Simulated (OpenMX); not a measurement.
## A series of single points on GaN

System: GaN (P6₃mc, 4 atoms in the cell).
Method: Kohn-Sham DFT of a periodic cell, LDA, OpenMX 2013 LDA set, no spin polarisation (OpenMX 3.8.5).

The 7 runs differ only in the geometry, by an even scaling of the cell at fixed fractional positions. The structure derives from an entry of the Crystallography Open Database.

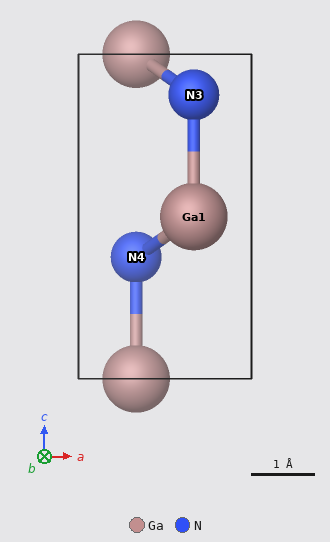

Figure 1. The structure of run 4 (ball-and-stick view of the cell of the calculation, along the b axis; atoms are numbered from 1 in the order of the input). An atom can appear more than once, as a periodic image.

**Input of run 4**
```
System.CurrrentDirectory             ./
System.Name                          GaN
DATA.PATH                            ./DFT_DATA13
level.of.stdout                      1
level.of.fileout                     0
Species.Number                       2
<Definition.of.Atomic.Species
  Ga  Ga7.0-s3p2d2           Ga_CA13
  N   N6.0-s2p2d1            N_CA13
Definition.of.Atomic.Species>

Atoms.Number                         4
Atoms.SpeciesAndCoordinates.Unit     FRAC
<Atoms.SpeciesAndCoordinates
    1  Ga    0.6666666667    0.3333333333    0.5000000000   6.500  6.500
    2  Ga    0.3333333333    0.6666666667    0.0000000000   6.500  6.500
    3  N     0.6666666667    0.3333333333    0.8750000000   2.500  2.500
    4  N     0.3333333333    0.6666666667    0.3750000000   2.500  2.500
Atoms.SpeciesAndCoordinates>

Atoms.UnitVectors.Unit               Ang
<Atoms.UnitVectors
     3.1800000000    0.0000000000    0.0000000000
    -1.5900000000    2.7539607840    0.0000000000
     0.0000000000    0.0000000000    5.1660000000
Atoms.UnitVectors>

scf.XcType                           LDA
scf.SpinPolarization                 off
scf.ElectronicTemperature            580.226
scf.energycutoff                     500.0
scf.maxIter                          100
scf.EigenvalueSolver                 band
scf.Kgrid                            11 11 5
scf.Mixing.Type                      rmm-diisk
scf.Init.Mixing.Weight               0.05
scf.Min.Mixing.Weight                0.001
scf.Max.Mixing.Weight                0.3
scf.Mixing.History                   25
scf.Mixing.StartPulay                8
scf.criterion                        1.0e-8
scf.stress.tensor                    on
MD.Type                              nomd
Band.dispersion                      on
Band.Nkpath                          9
<Band.kpath
   11   0.000000  0.000000  0.000000    0.500000  0.000000  0.000000  G M
    7   0.500000  0.000000  0.000000    0.333333  0.333333  0.000000  M K
   13   0.333333  0.333333  0.000000    0.000000  0.000000  0.000000  K G
    6   0.000000  0.000000  0.000000    0.000000  0.000000  0.500000  G A
   11   0.000000  0.000000  0.500000    0.500000  0.000000  0.500000  A L
    7   0.500000  0.000000  0.500000    0.333333  0.333333  0.500000  L H
   13   0.333333  0.333333  0.500000    0.000000  0.000000  0.500000  H A
    6   0.500000  0.000000  0.500000    0.500000  0.000000  0.000000  L M
    6   0.333333  0.333333  0.000000    0.333333  0.333333  0.500000  K H
Band.kpath>
```

Command:
```bash
openmx GaN.dat -nt 1 > GaN.std
```

Run 5 has the same physical settings and fractional positions; its lattice vectors (Å) are:
```
   3.201060    0.000000    0.000000
  -1.600530    2.772199    0.000000
   0.000000    0.000000    5.200213
```

**Results, with one run withheld**

| run | volume per atom (Å³) | free energy per atom, from the lowest run given (meV) | gap on the mesh (eV) |
| --- | --- | --- | --- |
| 1 | 10.632 | 18.55 | 2.89 |
| 2 | 10.858 | 6.19 | 2.73 |
| 3 | 11.084 | 0.16 | 2.58 |
| 4 | 11.310 | 0.00 | 2.43 |
| 5 | 11.537 | ? | ? |
| 6 | 11.763 | 14.85 | 2.14 |
| 7 | 11.989 | 28.64 | 2.00 |

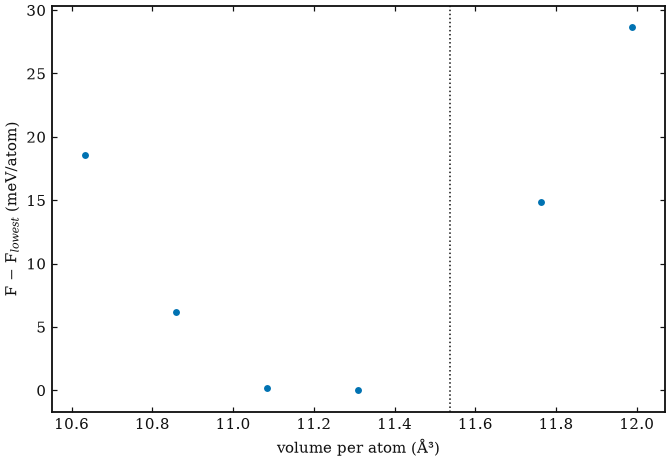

Figure 2. Free energy per atom of the runs given; the dotted line marks run 5.

What should run 5 give?

A cubic polynomial in V^(−2/3) (the Birch–Murnaghan form), fitted to the 6 runs given, misses them by at most 0.05 meV per atom. With x = V^(−2/3) − 0.19910 Å⁻², it reads F = −0.42278 − 484 x + 3.7774e+05 x² + 4.859e+05 x³ (meV per atom). At run 5 it gives 5.10 meV per atom, and the run itself gives 5.18. The fit has its minimum at 11.202 Å³ per atom, where V d²F/dV² gives 192 GPa. Cell shape and fractional positions are held, so this is the stiffness under even scaling; the relaxed bulk modulus wasn't computed. The gap on the mesh goes, without turning, from 2.89 eV in run 1 to 2.00 eV in run 7; run 5 has 2.28 eV. These are gaps of this functional on this mesh, which can miss the band edges; they aren't the measured gap.

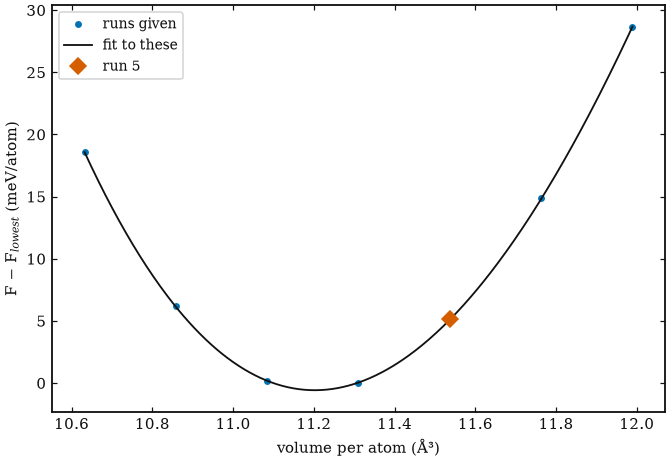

Figure 3. The fit and the withheld run.

**Some lines of the output (run 5)**
```
[...]
  Cell_Volume =    311.412436578015 (Bohr^3)
        Total energy (Hartree) at MD = 1
   kloop=0
   kloop=1
   kloop=302
```

Notes: Points of doubt noted for this run: few d functions beyond semicore. With a small basis of atomic orbitals these values can differ much from converged plane-wave results.
